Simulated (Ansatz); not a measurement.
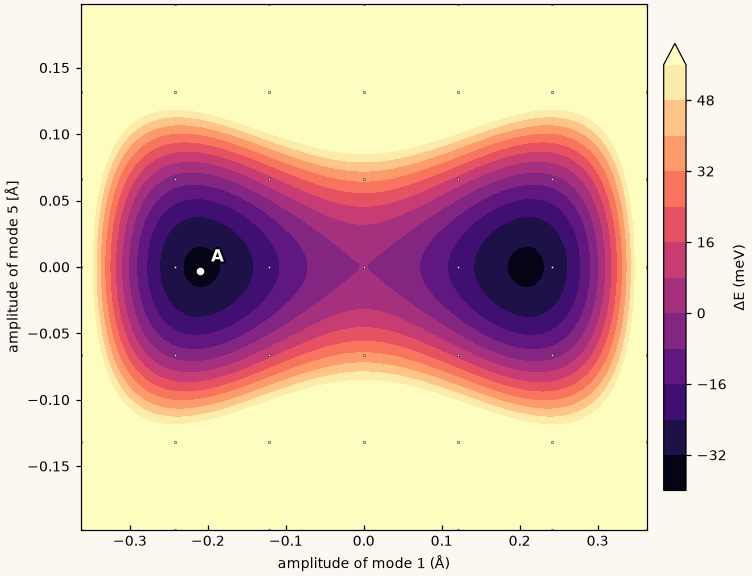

Ni (Im-3m, No. 229; 2 atoms in the cell). 
- The energy is mapped over two normal modes frozen in (zone-centre modes of the 2-atom cell of this scan, which folds in the wave vector (0, 0, 1/2) of the primitive cell).
- First axis: amplitude of mode 1 (83i cm⁻¹), largest displacement. Second axis: amplitude of mode 5 (188 cm⁻¹), largest displacement.
- Nothing is relaxed (the cell and all other modes fixed).
- The scan uses a 7 × 7 grid; 16 points were computed and 33 follow by symmetry.
- Points are written as (first, second).
- Energies: meV per cell, counted from the relaxed high-symmetry cell.
- The electronic state followed may not be the lowest one.
- Level of theory: DFT PBE, scalar-relativistic, plane waves, PAW in Ansatz 0.2.0. Settings: cutoff 520 eV, k-mesh 20×20×12 in the order of the run's cell vectors, gaussian smearing 0.15 eV, spin-polarised.

Drawn: filled contours, dots at the grid points, one colour for all values above the top of the scale, the point A. Between grid points the surface is interpolated.

What is the easiest way out of the well at A, and how high is the barrier?

Answer. The easiest path leads from the well at about (−0.21 Å, 0.00 Å) to a well of about the same depth at about (0.21 Å, 0.00 Å). Its highest point lies about 34 meV above the bottom of the first well on the interpolated surface, at (0.000 Å, 0.000 Å). This is the barrier on the constrained surface; relaxing the other coordinates would change it.

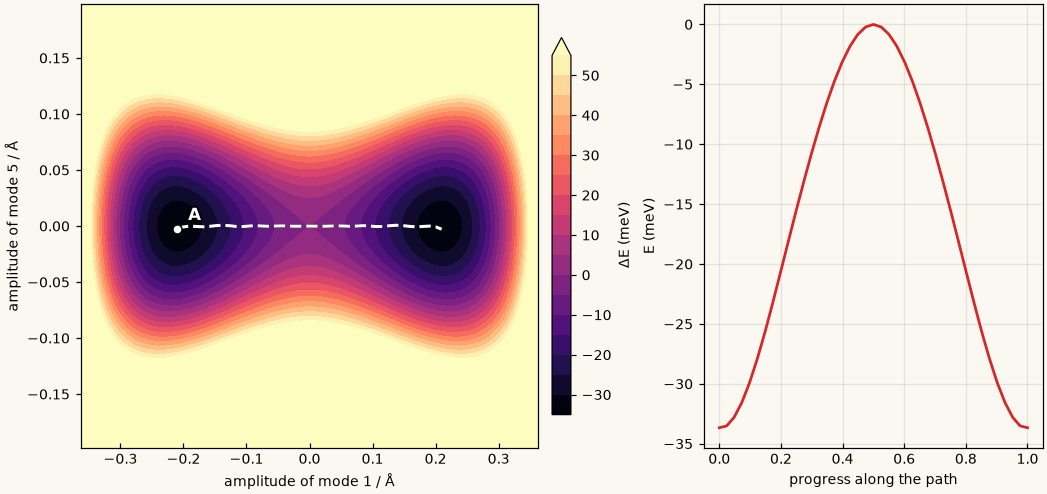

In the figure: filled contours, a line along the lowest path, one colour for all values above the top of the scale, the energy along the path at the right. Between grid points the surface is interpolated.

PAW datasets: the set soft_1.
